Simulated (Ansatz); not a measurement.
# Field-gradient calculation, with input and output: WSe2 (part 1 of 2)

WSe2 (6 atoms in the cell), computed with DFT, PBE, PAW with Ansatz's default frozen-core files, scalar-relativistic, no spin polarisation (Ansatz 0.2.0).

The structure derives from an entry of the Crystallography Open Database. It belongs to a series of runs on one base structure; here: zz strain of -1 %, PAW files. Figures and captions count atoms from 1; the log counts them from 0 in places.

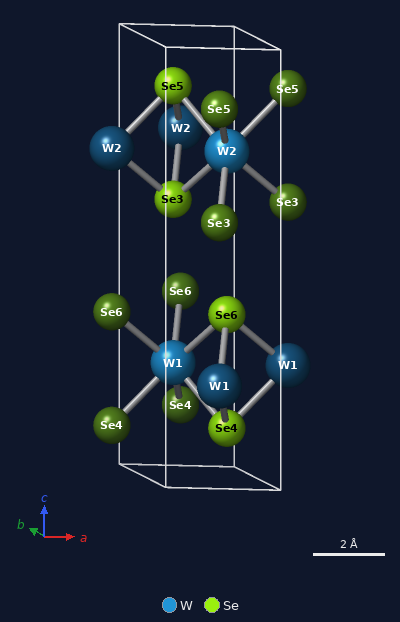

**Figure 1.** The input geometry (ball-and-stick view of the cell of the calculation, seen slightly off an axis; neighbours outside the cell are drawn fainter; atoms are numbered from 1 in the order of the input).

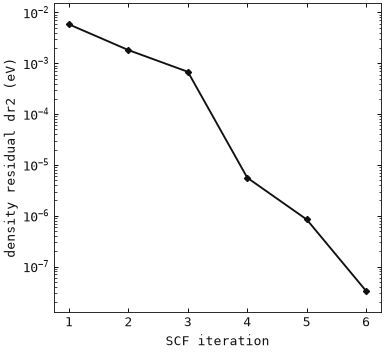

**Figure 2.** Convergence of the self-consistent field: density residual dr2 against the SCF iteration. The residual falls at every step.

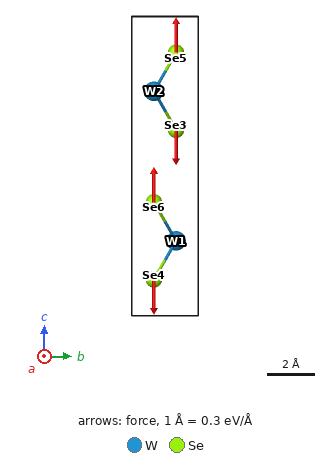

**Figure 3.** Forces on the atoms as red arrows (ball-and-stick view of the cell of the calculation, along the a axis; atoms are numbered from 1 in the order of the input). The largest act on all 4 Se atoms (0.46 eV/Å). The geometry is not a stationary point of this energy.

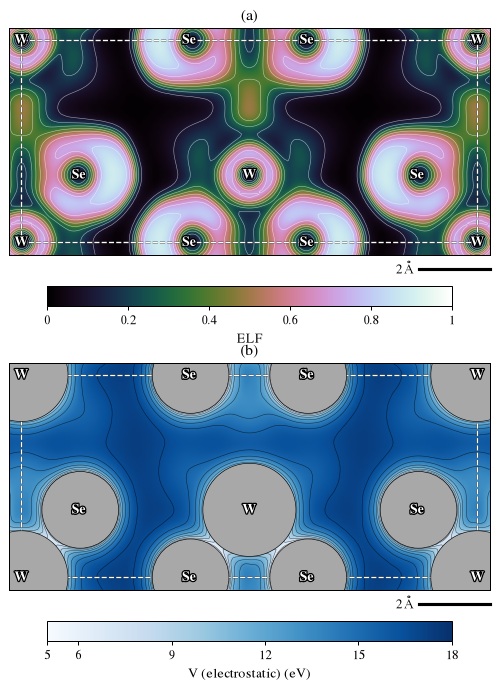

**Figure 4.** (a) electron localisation function; (b) electrostatic potential (local pseudopotential plus Hartree) felt by an electron on the (110) plane of the conventional cell. Grey discs, where drawn, cover atomic cores. Atoms in the plane: W and Se. W–Se (2.52 Å): the ELF is about 0.55 at the midpoint. The strong features right at W lie inside the PAW spheres (semicore, d or f shells) and say nothing about bonding. Outside the cores the potential energy rises away from the atoms and is highest about 2.4 Å from the nearest atoms; outside the discs it spans about 12 eV, and its zero is arbitrary. The fields are those of the smooth PAW valence density.

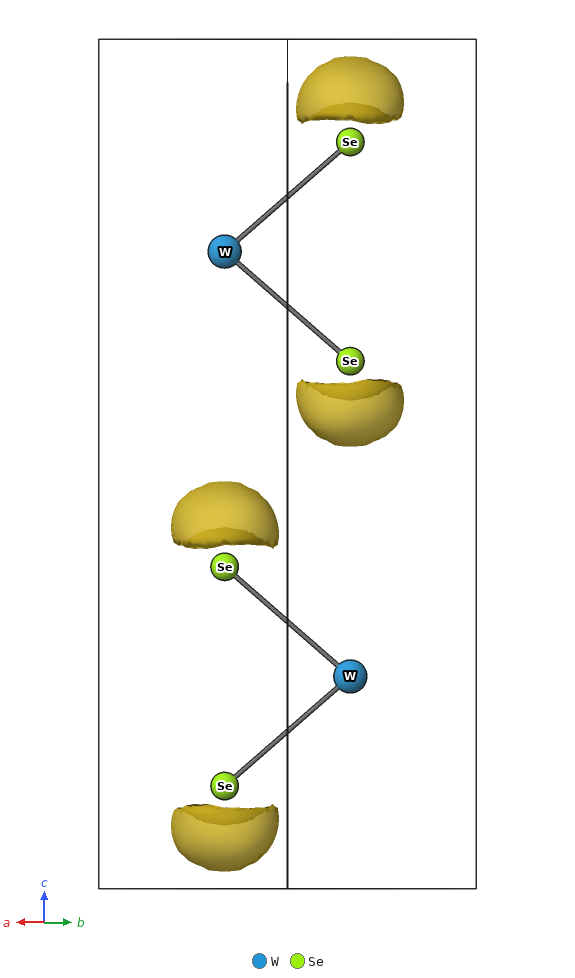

**Figure 5.** Isosurface of the ELF at 0.8 (yellow), seen along [110]. Only the valence region is drawn (cores and ρ < 0.01 e/Å³ removed). Sticks mark near contacts. The outline is the cell set on symmetry axes. Along the contacts the grid gives the following. W–Se (2.52 Å): the ELF is about 0.55 at the midpoint.

These pictures come from the run below.

Input:
```yaml
crystal:
  lattice:
    - [3.2899984505, 0.0, 0.0]
    - [-1.6449992252, 2.8492222365, 0.0]
    - [0.0, 0.0, 12.8403]
  atoms:
    - { symbol: W, position: [0.3333333333, 0.6666666667, 0.25] }
    - { symbol: W, position: [0.6666666667, 0.3333333333, 0.75] }
    - { symbol: Se, position: [0.3333333333, 0.6666666667, 0.621] }
    - { symbol: Se, position: [0.6666666667, 0.3333333333, 0.121] }
    - { symbol: Se, position: [0.3333333333, 0.6666666667, 0.879] }
    - { symbol: Se, position: [0.6666666667, 0.3333333333, 0.379] }
kpoints:
  mp_grid: { grid: [11, 11, 3] }
scf:
  occupations: { method: fermi_dirac, width: 0.08 }
hamiltonian:
  xc: pbe
  pseudopotentials: { kind: paw }
output:
  forces: true
  stress: true
  eigenvalues: true
  efg: { contact_densities: true }
  write_density: true
  write_potential: true
  elf: true
  volumetric_format: npy
```

Launched with:
```bash
ansatz run input.yaml --threads 2 --pin off --max-ram 6144MiB --backend cpu --events-out ev --progress --plain --runs-dir out
```

Log:
```
W: output.efg is read without spin–orbit coupling, which moves field gradients at and beside such atoms by some per cent and up to a factor of two; PAW files take it under magnetization.noncollinear and magnetization.spin_orbit
Engine: ansatz 0.2.0, aarch64-unknown-linux-gnu
Pseudopotentials: kind: paw
Pseudopotential: W, paw, valence charge 14, recommended cutoff 420 eV (normal), W.paw.azcp
Pseudopotential: Se, paw, valence charge 16, recommended cutoff 420 eV (normal), Se.paw.azcp
Functional definition: PBE
  parameter kappa = 0.804
  parameter beta = 0.06672455060314922
  exchange = pbe_x(kappa = kappa, mu = beta*pi^2/3)
  correlation = pbe_c(beta = beta)
Crystal: 6 atoms, lattice volume = 120.364 Å³
Basis set: ecut = 420 eV, 2371 PW (Γ), exchange–correlation on 48×48×180 points (8 copies of the dense FFT grid, shifted against one another)
Bands: 56, of which v1, the nominal top of the filled ones, is band 46 counted from 1 (45 counted from 0)
Symmetry: 24 space group operations
Space group: P63/mmc (ITA 194), of the structure as read, at distance tolerance 4.9e-5 Å
k-points: 32 of 363
Non-local potential: W, projectors of the file, l = 0: 3, l = 1: 2, l = 2: 2, l = 3: 1
Non-local potential: Se, projectors of the file, l = 0: 2, l = 1: 2, l = 2: 3, l = 3: 1
PAW form: soft (Blöchl's): semilocal exchange-correlation on the pseudo side does not see the compensation charge
PAW one-centre angular grid: W, 590 points (default); XC on 64 Gauss nodes
PAW one-centre angular grid: Se, 590 points (default); XC on 64 Gauss nodes
Initial density: superposition of atomic densities (neutral atoms: chi_scale 0, normalization atom), corrected by the library's trained network
Initial wavefunctions: pseudopotential atomic-orbital guess
Functional: x = pbe(κ = 0.804, μ = 0.2195149727645171), c = pbe(β = 0.06672455060314922)
SCF iter   1: F=—  HF=-42649.152475 eV  |F-HF|=—  |Δ(HF+E_count)|=         —  Δρ=4.33e-3  dr2=5.84e-3  ethr=1.77e-3  ⟨swp⟩=6.0  Hψ=6450  notcnv=0
preconditioner: auto → Resta (q_TF=auto, 2.609 Å⁻¹)  ε∞=6.0  [insulator: Δε(μ)=0.915 eV  Ē_g=9.066 eV  σ=0.080 eV  W_gap=0.99  n_scr=40 (ndim 8)  ℏωp=20.3 eV  f_vac=0.042  D(μ)=0.00/eV (n_scr^D=0)  ε∞_Penn≈6.0]
SCF iter   2: F=—  HF=-42649.161070 eV  |F-HF|=—  |Δ(HF+E_count)|=   8.60e-3  Δρ=2.52e-3  dr2=1.82e-3  ethr=6.35e-6  ⟨swp⟩=2.0  Hψ=2941  notcnv=0
SCF iter   3: F=—  HF=-42649.165330 eV  |F-HF|=—  |Δ(HF+E_count)|=   4.26e-3  Δρ=5.05e-4  dr2=6.81e-4  ethr=1.98e-6  ⟨swp⟩=2.0  Hψ=2331  notcnv=0
SCF iter   4: F=—  HF=-42649.165272 eV  |F-HF|=—  |Δ(HF+E_count)|=   5.79e-5  Δρ=8.49e-5  dr2=5.60e-6  ethr=7.40e-7  ⟨swp⟩=2.8  Hψ=3052  notcnv=0
SCF iter   5: F=—  HF=-42649.165255 eV  |F-HF|=—  |Δ(HF+E_count)|=   1.68e-5  Δρ=3.49e-5  dr2=8.44e-7  ethr=6.08e-9  ⟨swp⟩=2.0  Hψ=2453  notcnv=0
SCF iter   6: F=-42649.165257 eV  HF=-42649.165257 eV  |F-HF|=4.53e-8  |Δ(HF+E_count)|=   2.18e-6  Δρ=5.43e-6  dr2=3.30e-8  ethr=1.09e-10  ⟨swp⟩=10.3  Hψ=12421  notcnv=0
SCF 1 converged in 6 iterations: F = -42649.165257 eV  dr2 = 3.30e-8
  greatest PAW one-centre occupation: 1.000 electrons in one spin orbital (limit 2), on the Se atom at site 4 (counted from 0), in its partial waves of l = 2
SCF converged after 6 iterations
Free energy (F): -42649.165257 eV
Harris-Foulkes:  -42649.165257 eV  (|F-HF|=4.53e-8)
Internal energy: -42649.165148 eV  (E = F + TS)
E sigma→0 (E₀):  -42649.165202 eV
Entropy (-TS):   -0.000110 eV (-0.018 meV/atom)
Fermi energy:    13.617459 eV
--- Per-component energies (eV) ---
  E_band       = -1668.159889
  E_kinetic    = 1381.552903
  E_local      = -11356.723003  (includes V_loc(G=0)·N_el)
  E_nonlocal   = -2379.732820
  E_hartree    = 5468.679801
  E_xc         = -954.063104
  E_vxc        = -874.915711  (∫ρ·V_xc dr)
  E_paw        = -24771.063328  (= ΣΔE_a)
  E_vpaw       = 624.304307  (= ΣTr[D̂ρ^β])
  E_aug_tail   = -0.002450  (compensation charges beyond the density's cutoff)
  E_ewald      = -10037.813147
  E_smearing   = -0.000110  (= −TS)
  E_closure    = -0.000000  (closes the sum)
  Σ components = -42649.165257   (vs F -42649.165257, Δ=0.00e0)
--- Forces (eV/Å), atoms counted from 1 ---
  atom   1  W      0.00000000     0.00000000     0.00000000
  atom   2  W     -0.00000000    -0.00000000     0.00000000
  atom   3  Se     0.00000000     0.00000000    -0.45547960
  atom   4  Se    -0.00000000    -0.00000000    -0.45547960
  atom   5  Se     0.00000000     0.00000000     0.45547960
  atom   6  Se    -0.00000000    -0.00000000     0.45547960
  max |Σ_I F_I| component: 1.11e-16 eV/Å
--- Stress (GPa, compression-positive) ---
        4.457954       0.000000       0.000000
        0.000000       4.457954       0.000000
        0.000000       0.000000       7.270114
  P = ⅓ Tr σ = 5.3953 GPa (53.953 kbar)
--- PAW observables at the nuclei: V_zz in 10²¹ V/m², potentials from the cell's mean, atoms counted from 1 ---
  atom   1  W  V_zz =   -18.060374   η = 0.0000   by run symmetry: allowed
            electrostatic potential = -14807.324329 V   contact ρ = 8821971.877097 e/Å³
  atom   2  W  V_zz =   -18.060374   η = 0.0000   by run symmetry: allowed
            electrostatic potential = -14807.324329 V   contact ρ = 8821971.877097 e/Å³
  atom   3  Se V_zz =    -8.245070   η = 0.0000   by run symmetry: allowed
            electrostatic potential = -4715.923856 V   contact ρ = 262886.199540 e/Å³
  atom   4  Se V_zz =    -8.245070   η = 0.0000   by run symmetry: allowed
            electrostatic potential = -4715.923856 V   contact ρ = 262886.199540 e/Å³
  atom   5  Se V_zz =    -8.245070   η = 0.0000   by run symmetry: allowed
            electrostatic potential = -4715.923856 V   contact ρ = 262886.199540 e/Å³
  atom   6  Se V_zz =    -8.245070   η = 0.0000   by run symmetry: allowed
            electrostatic potential = -4715.923856 V   contact ρ = 262886.199540 e/Å³
--- Band table (eV; the first three rows and the last of 32) ---
  k-point 0: bands = ["-61.1002", "-61.1002", "-34.7215", "-34.7215", "-34.7215", "-34.7215", "-34.7209", "-34.7209", "-34.7208", "-34.7208", "-34.6911", "-34.6911", "-34.6908", "-34.6908", "-34.6898", "-34.6898", "-34.6895", "-34.6895", "-34.6785", "-34.6782", "-34.6760", "-34.6757", "-25.3946", "-25.3945", "-25.2694", "-25.2694", "-25.2694", "-25.2694", "-2.2160", "-1.9538", "-0.9910", "-0.5449", "5.9448", "7.1003", "9.5251", "10.3694", "10.3694", "10.3879", "10.3879", "11.5100", "11.5100", "11.5693", "11.5693", "12.0738", "12.1730", "13.2088", "15.7819", "15.7819", "15.8327", "15.8327", "15.8996", "15.8996", "16.1258", "16.1258", "17.6583", "18.2817"]
```
